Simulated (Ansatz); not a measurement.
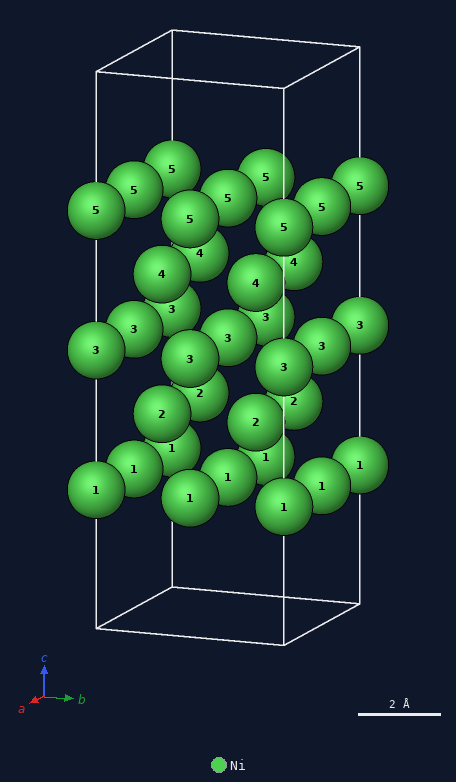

Fig. 1: The input geometry (spheres-only view of the 2 × 2 repeat of the cell, with the vacuum cut short, seen slightly off an axis; atoms are numbered from 1 in the order of the input).

Run report: Ni, geometry relaxation (part 1 of 3)

System: Ni (slab, 5 atoms in the cell).
Method: DFT, PBE, PAW with Ansatz's default frozen-core files, scalar-relativistic, spin-polarised (Ansatz 0.2.0).

It belongs to a series of runs on one base structure; here: atoms relaxed, PAW files. Figures and captions count atoms from 1; the log counts them from 0 in places.

The program's output:
```
Warning: output.stress: scf.convergence.dr2_threshold = 1e-7 eV (the SCF's general default) is looser than the 5e-10 eV advised for a printed stress (1e-10 eV for each atom of the cell: 5). What an SCF threshold leaves in a stress goes as its square root, and in the free energy as the threshold itself, and one threshold admits the most on a small cell: of the crystals measured, under no hybrid functional and no lock of the moments, on runs that ended without the residual-converged pass, on stresses that held no estimate of that error, the worst erred by over 100 MPa in a component at 1e-7 eV an atom and by under 5 at 1e-10. Every solve of this run answers to scf.convergence.dr2_threshold, and the tensor of one is reported: a single SCF on the reported geometry and on this run's grids (its basis.xc_grid and basis.ecutrho_ratio typed), with scf.convergence.dr2_threshold at 5e-10 eV or tighter, prints it and tightens no other solve. Else set scf.convergence.dr2_threshold to 5e-10 eV or tighter. The threshold is an SCF's pass mark: one that does not reach it within its budget of iterations ends unconverged, or closes short of it on a stop that the run arms, and scf.convergence.dr2_threshold's page says what that costs each kind of run
Engine: ansatz 0.2.0, x86_64-unknown-linux-gnu
Pseudopotentials: kind: paw
Pseudopotential: Ni, paw, valence charge 18, recommended cutoff 420 eV (normal), Ni.paw.azcp
Functional definition: PBE
  parameter kappa = 0.804
  parameter beta = 0.06672455060314922
  exchange = pbe_x(kappa = kappa, mu = beta*pi^2/3)
  correlation = pbe_c(beta = beta)
Crystal: 5 atoms, lattice volume = 142.787 Å³
Basis set: ecut = 420 eV, 2789 PW (Γ), exchange–correlation on 36×36×320 points (8 copies of the dense FFT grid, shifted against one another)
Bands: 57, of which v1, the nominal top of the filled ones, is band 45 counted from 1 (44 counted from 0)
Symmetry: 8 space group operations
k-points: 45 of 256
Non-local potential: Ni, projectors of the file, l = 0: 3, l = 1: 2, l = 2: 3, l = 3: 1
PAW form: soft (Blöchl's): semilocal exchange-correlation on the pseudo side does not see the compensation charge
PAW one-centre angular grid: Ni, 590 points (default); XC on 64 Gauss nodes
Initial density: superposition of atomic densities (neutral atoms: chi_scale 0, normalization atom)
Starting moments: Σ|m| = 5 μB on 5 of 5 sites
Initial wavefunctions: pseudopotential atomic-orbital guess
Functional: x = pbe(κ = 0.804, μ = 0.2195149727645171), c = pbe(β = 0.06672455060314922)
SCF iter   1: F=—  HF=-29192.398228 eV  |F-HF|=—  |Δ(HF+E_count)|=         —  Δρ=2.31e-2 (↑1.44e-2 ↓2.31e-2)  dr2=4.63e0  dr2_m=1.10e-1  M=4.582 μB ∫|m|=4.841 μB  β_m=1.00  ethr=3.10e-3  p=0.000 e·Å  D=2.00e-13 V/Å  ΔV_dip=-0.00 eV  dr2_dipole=1.17e-8  V_vac-E_F(+/−)=7.07/7.07 eV  ⟨swp⟩=10.4  Hψ=25465  notcnv=0  defer=78
Mixer restart at iter 1: flushing history
efield: sawtooth ramp at fractional position 0.9500 (placed from the atoms, in the widest stretch of the axis that holds none; the zero of the levels goes with the place), width 0.1000; the density the first Hamiltonian is built on has a dipole p = 0.000 e·Å; the dipole correction subtracts the counter field D = 2.00e-13 V/Å, which shifts the + side's vacuum level by -0.00 eV against the − side's; the planar-averaged density in the ramp window peaks in size at 2.9e-5 e/Å³
preconditioner: auto → LDOS  [metal: Δε(μ)=0.002 eV  Ē_g=7.586 eV  σ=0.100 eV  W_gap=0.00  n_scr=22 (ndim 8)  ℏωp=22.0 eV  f_vac=0.555  D(μ)=9.12/eV (n_scr^D=92)]
spin=Collinear: LDOS preconditioning applied to the charge; magnetization (m = ρ↑ − ρ↓) channel mixes plain (no charge-response kernel on spin).
SCF iter   2: F=—  HF=-29193.006469 eV  |F-HF|=—  |Δ(HF+E_count)|=   6.08e-1  Δρ=1.23e-2 (↑1.06e-2 ↓1.23e-2)  dr2=8.13e-1  dr2_m=5.04e-3  M=4.316 μB ∫|m|=4.798 μB  β_m=0.31  ethr=3.10e-3  p=-0.000 e·Å  D=-7.07e-6 V/Å  ΔV_dip=0.00 eV  dr2_dipole=2.49e-9  V_vac-E_F(+/−)=6.19/6.18 eV  ⟨swp⟩=2.4  Hψ=8587  notcnv=0  defer=269
density mixer auto → msr1: a metal under ldos (density of states about μ 3.48 of a free-electron gas's, 22 screened modes)
SCF iter   3: F=—  HF=-29194.669618 eV  |F-HF|=—  |Δ(HF+E_count)|=    1.66e0  Δρ=9.40e-3 (↑3.92e-3 ↓9.40e-3)  dr2=2.09e-1  dr2_m=1.75e-2  M=4.194 μB ∫|m|=4.689 μB  β_m=0.48  ethr=9.03e-4  p=0.000 e·Å  D=4.13e-6 V/Å  ΔV_dip=-0.00 eV  dr2_dipole=1.07e-8  V_vac-E_F(+/−)=5.75/5.75 eV  ⟨swp⟩=2.7  Hψ=8040  notcnv=0  defer=272
SCF iter   4: F=—  HF=-29196.134748 eV  |F-HF|=—  |Δ(HF+E_count)|=         —  Δρ=1.96e-2 (↑4.06e-3 ↓1.96e-2)  dr2=2.96e-1  dr2_m=1.57e-1  M=3.693 μB ∫|m|=4.179 μB  β_m=0.48  ethr=2.32e-4  p=-0.000 e·Å  D=-2.25e-6 V/Å  ΔV_dip=0.00 eV  dr2_dipole=3.75e-10  V_vac-E_F(+/−)=5.45/5.45 eV  ⟨swp⟩=2.3  Hψ=7955  notcnv=0  defer=272
SCF iter   5: F=—  HF=-29196.710231 eV  |F-HF|=—  |Δ(HF+E_count)|=   5.75e-1  Δρ=1.58e-2 (↑3.43e-3 ↓1.58e-2)  dr2=2.44e-1  dr2_m=7.65e-2  M=3.560 μB ∫|m|=4.029 μB  β_m=0.74  ethr=2.32e-4  p=0.000 e·Å  D=8.11e-7 V/Å  ΔV_dip=-0.00 eV  dr2_dipole=1.90e-9  V_vac-E_F(+/−)=5.22/5.22 eV  ⟨swp⟩=2.2  Hψ=7481  notcnv=0  defer=277
SCF iter   6: F=—  HF=-29196.981419 eV  |F-HF|=—  |Δ(HF+E_count)|=   2.71e-1  Δρ=2.74e-3 (↑1.09e-3 ↓2.74e-3)  dr2=1.62e-2  dr2_m=1.47e-3  M=3.409 μB ∫|m|=3.836 μB  β_m=0.61  ethr=2.32e-4  p=0.000 e·Å  D=1.19e-6 V/Å  ΔV_dip=-0.00 eV  dr2_dipole=1.33e-9  V_vac-E_F(+/−)=5.02/5.02 eV  ⟨swp⟩=2.3  Hψ=9252  notcnv=0  defer=279
SCF iter   7: F=—  HF=-29196.983209 eV  |F-HF|=—  |Δ(HF+E_count)|=   1.79e-3  Δρ=1.77e-3 (↑7.24e-4 ↓1.77e-3)  dr2=3.95e-3  dr2_m=9.45e-4  M=3.385 μB ∫|m|=3.816 μB  β_m=0.60  ethr=1.80e-5  p=0.000 e·Å  D=3.05e-6 V/Å  ΔV_dip=-0.00 eV  dr2_dipole=6.81e-16  V_vac-E_F(+/−)=4.93/4.93 eV  ⟨swp⟩=2.9  Hψ=11164  notcnv=0  defer=273
SCF iter   8: F=—  HF=-29196.983271 eV  |F-HF|=—  |Δ(HF+E_count)|=   6.18e-5  Δρ=4.67e-4 (↑2.78e-4 ↓4.67e-4)  dr2=2.12e-4  dr2_m=1.64e-4  M=3.386 μB ∫|m|=3.825 μB  β_m=0.72  ethr=4.39e-6  p=0.000 e·Å  D=2.11e-6 V/Å  ΔV_dip=-0.00 eV  dr2_dipole=1.32e-10  V_vac-E_F(+/−)=4.92/4.92 eV  ⟨swp⟩=2.0  Hψ=7539  notcnv=0  defer=264
SCF iter   9: F=—  HF=-29196.983351 eV  |F-HF|=—  |Δ(HF+E_count)|=   7.99e-5  Δρ=2.14e-4 (↑1.48e-4 ↓2.14e-4)  dr2=5.61e-5  dr2_m=2.39e-5  M=3.388 μB ∫|m|=3.835 μB  β_m=0.79  ethr=2.36e-7  p=-0.000 e·Å  D=-3.73e-7 V/Å  ΔV_dip=0.00 eV  dr2_dipole=5.11e-11  V_vac-E_F(+/−)=4.91/4.91 eV  ⟨swp⟩=2.5  Hψ=9487  notcnv=0  defer=264
SCF iter  10: F=—  HF=-29196.983348 eV  |F-HF|=—  |Δ(HF+E_count)|=   2.28e-6  Δρ=4.03e-5 (↑2.64e-5 ↓4.03e-5)  dr2=1.81e-6  dr2_m=1.09e-6  M=3.388 μB ∫|m|=3.837 μB  β_m=0.76  ethr=6.23e-8  p=0.000 e·Å  D=8.71e-7 V/Å  ΔV_dip=-0.00 eV  dr2_dipole=5.52e-11  V_vac-E_F(+/−)=4.90/4.90 eV  ⟨swp⟩=2.1  Hψ=7312  notcnv=0  defer=266
SCF iter  11: F=—  HF=-29196.983347 eV  |F-HF|=—  |Δ(HF+E_count)|=   1.64e-6  Δρ=4.21e-5 (↑9.84e-6 ↓4.21e-5)  dr2=1.89e-6  dr2_m=4.90e-7  M=3.388 μB ∫|m|=3.837 μB  β_m=0.88  ethr=2.01e-9  p=-0.000 e·Å  D=-1.20e-6 V/Å  ΔV_dip=0.00 eV  dr2_dipole=3.55e-11  V_vac-E_F(+/−)=4.90/4.90 eV  ⟨swp⟩=2.8  Hψ=9276  notcnv=0  defer=266
SCF iter  12: F=—  HF=-29196.983348 eV  |F-HF|=—  |Δ(HF+E_count)|=   1.23e-6  Δρ=1.29e-5 (↑5.89e-6 ↓1.29e-5)  dr2=3.74e-7  dr2_m=4.64e-8  M=3.388 μB ∫|m|=3.837 μB  β_m=0.65  ethr=2.01e-9  p=0.000 e·Å  D=2.27e-6 V/Å  ΔV_dip=-0.00 eV  dr2_dipole=6.01e-10  V_vac-E_F(+/−)=4.90/4.90 eV  ⟨swp⟩=2.0  Hψ=7091  notcnv=0  defer=266
SCF iter  13: F=-29196.983348 eV  HF=-29196.983348 eV  |F-HF|=5.84e-8  |Δ(HF+E_count)|=   9.63e-8  Δρ=5.23e-6 (↑1.67e-6 ↓5.23e-6)  dr2=6.55e-8  dr2_m=5.79e-9  M=3.388 μB ∫|m|=3.837 μB  ethr=4.15e-10  p=-0.000 e·Å  D=-7.65e-7 V/Å  ΔV_dip=0.00 eV  dr2_dipole=5.11e-9  V_vac-E_F(+/−)=4.90/4.90 eV  ⟨swp⟩=18.3  Hψ=45943  notcnv=0
SCF 1 converged in 13 iterations: F = -29196.983348 eV  dr2 = 6.55e-8
  greatest PAW one-centre occupation: 1.001 electrons in one spin orbital (limit 2), on the Ni atom at site 0 (counted from 0), in its partial waves of l = 1
relax step   1: F+E_penalty+E_count = -29196.98334798 eV  Δ(F+E_penalty+E_count) = +0.000e0 eV  max|allowed force component| = 3.653e-1 eV/Å  Δτ_max = 0.0000 Å  (13 SCF iters, dr2 threshold 2.50e-6 eV, accepted)
Initial density: handed on by an earlier stage of this run
Starting moments: Σ|m| = 5 μB on 5 of 5 sites; this step starts from the density that it was given
Initial wavefunctions: those handed on with the density
iter 1 solved again at ethr=9.62e-6 eV; its pass at ethr=3.10e-3 eV (dr2=8.66e-3 eV) is discarded
```
